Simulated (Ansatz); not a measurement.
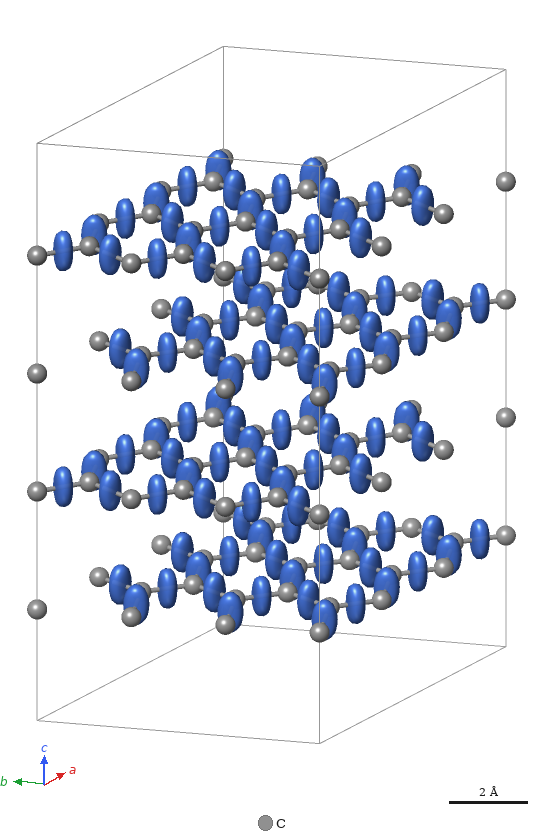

The picture shows: C (slab). Isosurface of the ELF at 0.85 (blue), seen at an oblique angle. Core shells and regions of very low density are left out. Sticks mark near contacts.

Not relaxed (largest force 0.7 eV/Å).

These are results of Kohn-Sham DFT of a periodic cell, BLYP, Ansatz PAW (Ansatz), not measurements.

```
C
1.0
     2.47000    0.00000    0.00000
    -1.23500    2.13908    0.00000
     0.00000    0.00000   25.21895
C
8
Direct
  0.00000 0.00000 0.29740
  0.66667 0.33333 0.29874
  0.00000 0.00000 0.43202
  0.33333 0.66667 0.43336
  0.00000 0.00000 0.56664
  0.66667 0.33333 0.56798
  0.00000 0.00000 0.70126
  0.33333 0.66667 0.70260
```

**Identify the bonds, lone pairs and shells in this picture.**

The ELF exceeds this value in twelve regions between bonded C–C atoms (shared pairs), counted in one cell of 8 atoms. Counts are for one cell; the picture repeats the cell along the surface. Along the contacts the grid gives the following. C–C (1.43 Å): the ELF peaks at about 0.95 between the atoms (a covalent bond).
